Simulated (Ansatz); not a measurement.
**Two runs on Al₃GaN₄**

System: Al₃GaN₄ (R3m, 8 atoms in the cell).
Method of run 1: DFT PBEsol, scalar-relativistic, plane waves, PAW, no spin polarisation (Ansatz 0.2.0).

The structure derives from a Materials Project entry. Text and figures count atoms from 1; the logs count them from 0 in places.

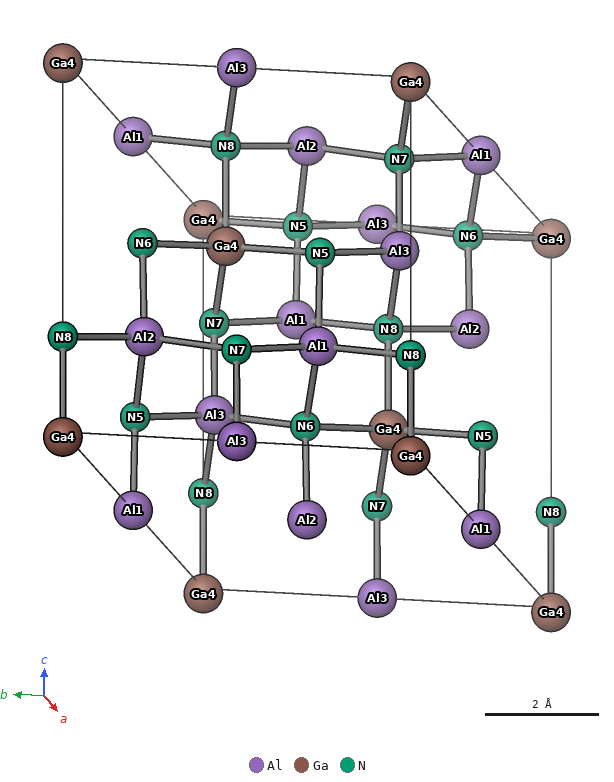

**Figure 1.** The input geometry (ball-and-stick view of the cell 3 times as large as that of the calculation, set on its symmetry axes, seen at an oblique angle; atoms are numbered from 1 in the order of the input). An atom can appear more than once, as a periodic image. Near neighbours in the periodic cell (some may lie outside the picture): Al has 4 N at 1.90 Å; Ga has 4 N at 1.92 to 2.05 Å; N has 3 Al at 1.90 Å and 1 Ga at 1.92 to 2.05 Å.

## The input, run 1
```yaml
crystal:
  lattice:
    - [4.406994839, 0.0, 0.0]
    - [0.0, 4.406994839, 0.0]
    - [0.0, 0.0, 4.406994839]
  atoms:
    - { symbol: Al, position: [0.5, 0.5, 0.0] }
    - { symbol: Al, position: [0.5, 0.0, 0.5] }
    - { symbol: Al, position: [0.0, 0.5, 0.5] }
    - { symbol: Ga, position: [-0.0131007703, -0.0131007703, -0.0131007703] }
    - { symbol: "N", position: [0.7447077168, 0.7447077168, 0.2552922832] }
    - { symbol: "N", position: [0.7447077168, 0.2552922832, 0.7447077168] }
    - { symbol: "N", position: [0.2552922832, 0.7447077168, 0.7447077168] }
    - { symbol: "N", position: [0.2552922832, 0.2552922832, 0.2552922832] }
basis:
  ecutwfc: 420
kpoints:
  mp_grid: { grid: [6, 6, 6] }
hamiltonian:
  xc: pbesol
scf:
  occupations: { method: gaussian, width: 0.05 }
output:
  forces: true
  stress: true
  eigenvalues: true
```

Launched with:
```bash
ansatz run input.yaml --threads 2 --pin off --max-ram 5120MiB --backend cpu --events-out ev --progress --plain --runs-dir out
```

Hardware: 2 threads of Intel Xeon @ 2.90GHz (Ice Lake), 192 GiB of memory available, shared host.

## Output, shortened to warnings, some set-up lines, iterations and results (run 1)
```
Basis set: ecut = 420 eV, 1743 PW (Γ), exchange–correlation on 60×60×60 points (8 copies of the dense FFT grid, shifted against one another)
Symmetry: 6 space group operations
k-points: 32 of 216 (time reversal used)
Initial density: superposition of atomic densities (neutral atoms: chi_scale 0, normalization atom), corrected by the library's trained network
[...]
SCF iter   1: F=—  HF=-6840.519848 eV  |F-HF|=—  |Δ(HF+E_count)|=         —  Δρ=1.06e-2  dr2=9.94e-2  ethr=1.77e-3  ⟨swp⟩=7.1  Hψ=4639  notcnv=0
SCF iter   2: F=—  HF=-6840.491476 eV  |F-HF|=—  |Δ(HF+E_count)|=   2.84e-2  Δρ=1.64e-3  dr2=1.92e-3  ethr=2.37e-4  ⟨swp⟩=2.2  Hψ=1661  notcnv=0  defer=112
SCF iter   3: F=—  HF=-6840.491244 eV  |F-HF|=—  |Δ(HF+E_count)|=   2.32e-4  Δρ=8.43e-4  dr2=4.81e-4  ethr=4.58e-6  ⟨swp⟩=1.8  Hψ=1076  notcnv=0  defer=81
SCF iter   4: F=—  HF=-6840.491208 eV  |F-HF|=—  |Δ(HF+E_count)|=   3.62e-5  Δρ=1.76e-4  dr2=2.57e-5  ethr=1.15e-6  ⟨swp⟩=2.8  Hψ=1550  notcnv=0  defer=81
SCF iter   5: F=—  HF=-6840.491058 eV  |F-HF|=—  |Δ(HF+E_count)|=   1.49e-4  Δρ=8.25e-5  dr2=3.62e-6  ethr=6.12e-8  ⟨swp⟩=2.0  Hψ=1478  notcnv=0  defer=81
SCF iter   6: F=—  HF=-6840.491060 eV  |F-HF|=—  |Δ(HF+E_count)|=   1.49e-6  Δρ=1.69e-5  dr2=2.42e-7  ethr=8.61e-9  ⟨swp⟩=2.9  Hψ=1647  notcnv=0  defer=81
SCF iter   7: F=-6840.491060 eV  HF=-6840.491060 eV  |F-HF|=3.57e-8  |Δ(HF+E_count)|=   1.06e-8  Δρ=7.09e-6  dr2=4.11e-8  ethr=2.38e-10  ⟨swp⟩=8.8  Hψ=3641  notcnv=0
SCF 1 converged in 7 iterations: F = -6840.491060 eV  dr2 = 4.11e-8
SCF converged after 7 iterations
Free energy (F): -6840.491060 eV
Harris-Foulkes:  -6840.491060 eV  (|F-HF|=3.57e-8)
Internal energy: -6840.491060 eV  (E = F + TS)
E sigma→0 (E₀):  -6840.491060 eV
Fermi energy:    9.029103 eV
--- Per-component energies (eV) ---
  E_band       = 21.127646
  E_kinetic    = 722.433633
  E_local      = -3070.828874  (includes V_loc(G=0)·N_el)
  E_nonlocal   = 642.509956
  E_hartree    = 1344.881300
  E_xc         = -429.585053
  E_vxc        = -456.017144  (∫ρ·V_xc dr)
  E_paw        = -3809.054006  (= ΣΔE_a)
  E_vpaw       = -506.728555  (= ΣTr[D̂ρ^β])
  E_aug_tail   = 0.000286  (compensation charges beyond the density's cutoff)
  E_ewald      = -2241.881091
  E_core_change = 1.032790  (= ΣΔE_core)
  E_smearing   = -0.000000  (= −TS)
  E_closure    = 0.000000  (closes the sum)
  Σ components = -6840.491060   (vs F -6840.491060, Δ=0.00e0)
--- Forces (eV/Å), atoms counted from 1 ---
  atom   1  Al    -0.27075791    -0.27075791     0.20098443
  atom   2  Al    -0.27075791     0.20098443    -0.27075791
  atom   3  Al     0.20098443    -0.27075791    -0.27075791
  atom   4  Ga     0.89148099     0.89148099     0.89148099
  atom   5  N     -0.17414041    -0.17414041     0.09690864
  atom   6  N     -0.17414041     0.09690864    -0.17414041
  atom   7  N      0.09690864    -0.17414041    -0.17414041
  atom   8  N     -0.29960805    -0.29960805    -0.29960805
  max |Σ_I F_I| component: 3.06e-5 eV/Å
--- Stress (GPa, compression-positive) ---
        0.307394      -0.756894      -0.756894
       -0.756894       0.307394      -0.756894
       -0.756894      -0.756894       0.307394
  P = ⅓ Tr σ = 0.3074 GPa (3.074 kbar)
```

For run 2 the input was changed thus:
```diff
-    - { symbol: Ga, position: [-0.0131007703, -0.0131007703, -0.0131007703] }
+    - { symbol: Ga, position: [0.0032751926, 0.0032751926, 0.0032751926] }
```

How does run 2 compare with run 1?

With the same functional and potentials, run 2 lies 9.4 meV per atom lower. The gap on the mesh goes from 2.84 to 3.27 eV. The pressure goes from 0.31 to 0.05 GPa. The largest force goes from 1.544 to 0.470 eV/Å. The number of SCF iterations is the same.

## Output, shortened to warnings, some set-up lines, iterations and results (run 2)
```
Basis set: ecut = 420 eV, 1743 PW (Γ), exchange–correlation on 60×60×60 points (8 copies of the dense FFT grid, shifted against one another)
Symmetry: 6 space group operations
k-points: 32 of 216 (time reversal used)
Initial density: superposition of atomic densities (neutral atoms: chi_scale 0, normalization atom), corrected by the library's trained network
[...]
SCF iter   1: F=—  HF=-6840.595575 eV  |F-HF|=—  |Δ(HF+E_count)|=         —  Δρ=1.06e-2  dr2=1.00e-1  ethr=1.77e-3  ⟨swp⟩=7.1  Hψ=4607  notcnv=0
SCF iter   2: F=—  HF=-6840.566970 eV  |F-HF|=—  |Δ(HF+E_count)|=   2.86e-2  Δρ=1.65e-3  dr2=1.96e-3  ethr=2.38e-4  ⟨swp⟩=2.2  Hψ=1663  notcnv=0  defer=113
SCF iter   3: F=—  HF=-6840.566720 eV  |F-HF|=—  |Δ(HF+E_count)|=   2.50e-4  Δρ=8.45e-4  dr2=4.91e-4  ethr=4.66e-6  ⟨swp⟩=1.7  Hψ=1063  notcnv=0  defer=82
SCF iter   4: F=—  HF=-6840.566679 eV  |F-HF|=—  |Δ(HF+E_count)|=   4.09e-5  Δρ=1.52e-4  dr2=1.85e-5  ethr=1.17e-6  ⟨swp⟩=2.8  Hψ=1587  notcnv=0  defer=82
SCF iter   5: F=—  HF=-6840.566523 eV  |F-HF|=—  |Δ(HF+E_count)|=   1.56e-4  Δρ=8.31e-5  dr2=3.57e-6  ethr=4.40e-8  ⟨swp⟩=2.0  Hψ=1477  notcnv=0  defer=82
SCF iter   6: F=—  HF=-6840.566524 eV  |F-HF|=—  |Δ(HF+E_count)|=   1.37e-6  Δρ=1.32e-5  dr2=1.27e-7  ethr=8.50e-9  ⟨swp⟩=2.9  Hψ=1591  notcnv=0  defer=82
SCF iter   7: F=-6840.566524 eV  HF=-6840.566524 eV  |F-HF|=2.63e-8  |Δ(HF+E_count)|=   1.90e-8  Δρ=6.08e-6  dr2=3.13e-8  ethr=2.38e-10  ⟨swp⟩=9.0  Hψ=3519  notcnv=0
SCF 1 converged in 7 iterations: F = -6840.566524 eV  dr2 = 3.13e-8
SCF converged after 7 iterations
Free energy (F): -6840.566524 eV
Harris-Foulkes:  -6840.566524 eV  (|F-HF|=2.63e-8)
Internal energy: -6840.566524 eV  (E = F + TS)
E sigma→0 (E₀):  -6840.566524 eV
Fermi energy:    9.157174 eV
--- Per-component energies (eV) ---
  E_band       = 21.450360
  E_kinetic    = 722.329979
  E_local      = -3069.018363  (includes V_loc(G=0)·N_el)
  E_nonlocal   = 642.533239
  E_hartree    = 1344.234571
  E_xc         = -429.539636
  E_vxc        = -455.964368  (∫ρ·V_xc dr)
  E_paw        = -3809.145081  (= ΣΔE_a)
  E_vpaw       = -506.898570  (= ΣTr[D̂ρ^β])
  E_aug_tail   = 0.000324  (compensation charges beyond the density's cutoff)
  E_ewald      = -2242.994348
  E_core_change = 1.032790  (= ΣΔE_core)
  E_smearing   = -0.000000  (= −TS)
  E_closure    = 0.000000  (closes the sum)
  Σ components = -6840.566524   (vs F -6840.566524, Δ=0.00e0)
--- Forces (eV/Å), atoms counted from 1 ---
  atom   1  Al     0.06693840     0.06693840    -0.04878869
  atom   2  Al     0.06693840    -0.04878869     0.06693840
  atom   3  Al    -0.04878869     0.06693840     0.06693840
  atom   4  Ga    -0.27129573    -0.27129573    -0.27129573
  atom   5  N      0.04379975     0.04379975    -0.02037486
  atom   6  N      0.04379975    -0.02037486     0.04379975
  atom   7  N     -0.02037486     0.04379975     0.04379975
  atom   8  N      0.11900210     0.11900210     0.11900210
  max |Σ_I F_I| component: 1.91e-5 eV/Å
--- Stress (GPa, compression-positive) ---
        0.047045       0.263930       0.263930
        0.263930       0.047045       0.263930
        0.263930       0.263930       0.047045
  P = ⅓ Tr σ = 0.0470 GPa (0.470 kbar)
```

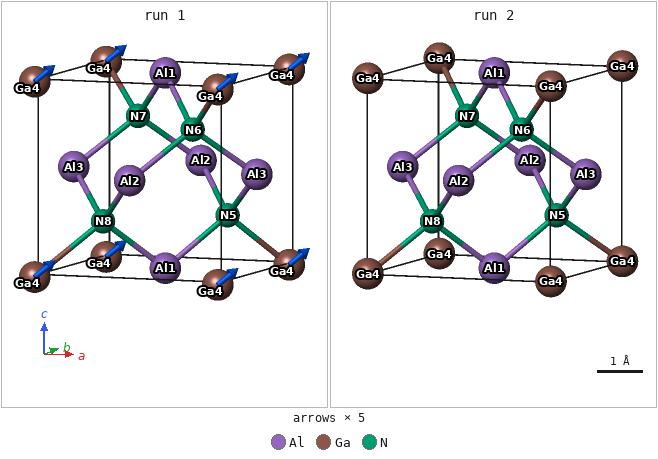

**Figure 2.** The two input geometries at one scale (ball-and-stick view of the cell of the calculation, seen slightly off an axis). The blue arrows on the first give the shifts of the atoms relative to the cell, magnified 5 times. Ga4 moves most: 0.13 Å. Al and N stay in place. The lattice vectors keep their values. Among the contacts that change: Ga4–N8 2.049 → 1.924 Å, Ga4–N5 1.918 → 1.957 Å.

## The two runs side by side

| quantity | run 1 | run 2 |
| --- | --- | --- |
| outcome | converged | converged |
| free energy per atom (eV) | −855.0614 | −855.0708 |
| gap on the mesh (eV) | 2.84 | 3.27 |
| pressure (GPa) | 0.31 | 0.05 |
| largest force (eV/Å) | 1.544 | 0.470 |
| SCF iterations | 7 | 7 |
| irreducible k-points | 32 | 32 |
| plane waves at Γ | 1743 | 1743 |
| wall time (shared host) | 5.3 s | 6.1 s |
